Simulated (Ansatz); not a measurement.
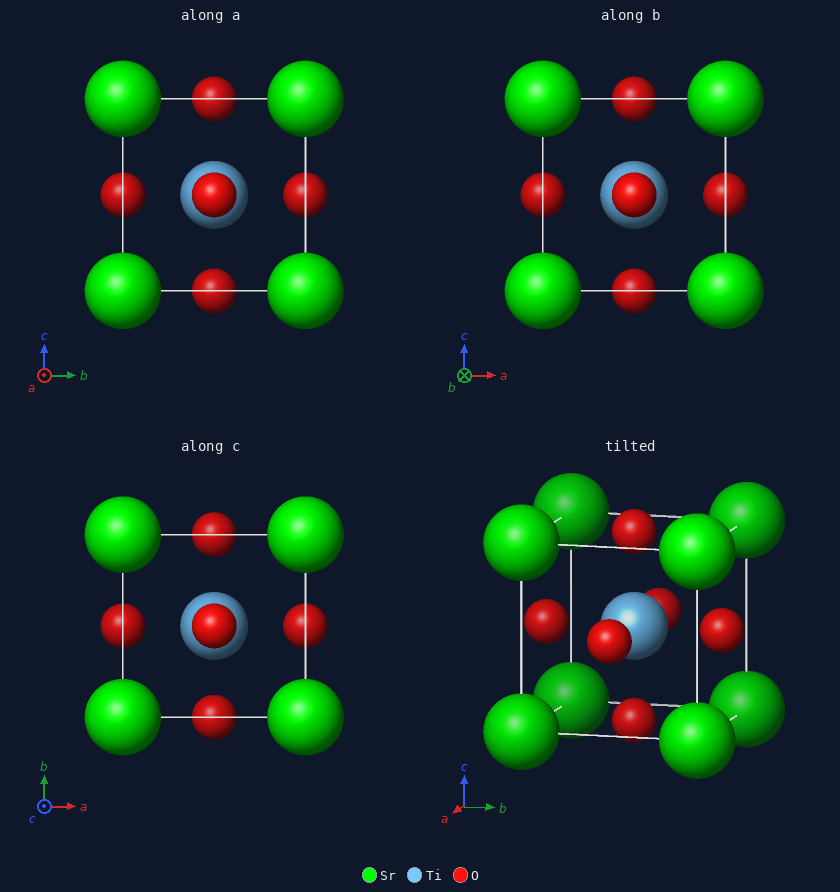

An orthographic spheres-only view of the structure, along the a axis, along the b axis, along the c axis and slightly off an axis. The box is the conventional unit cell; atoms on or close to its faces, edges and corners are drawn wherever they repeat.

Lattice parameters: a = 3.790 Å, b = 3.790 Å, c = 3.986 Å, α = 90.00°, β = 90.00°, γ = 90.00°.

### Put the structure into a table of Wyckoff sites.

Space group P4/mmm (No. 123).
```
atom  site       x       y       z
  Sr    1a  0.0000  0.0000  0.0000
  Ti    1d  0.5000  0.5000  0.5000
   O    1c  0.5000  0.5000  0.0000
   O    2e  0.5000  0.0000  0.5000
```

The structure was taken from a structure type filled with these elements by a generator (whether the compound takes this form wasn't checked). The cell was then strained or its atoms displaced on purpose. It was run through Ansatz as a DFT input.

At this level of theory the cell isn't at rest (compressed, at 13 GPa), so its distances can differ from those at equilibrium, the more so the softer the solid.
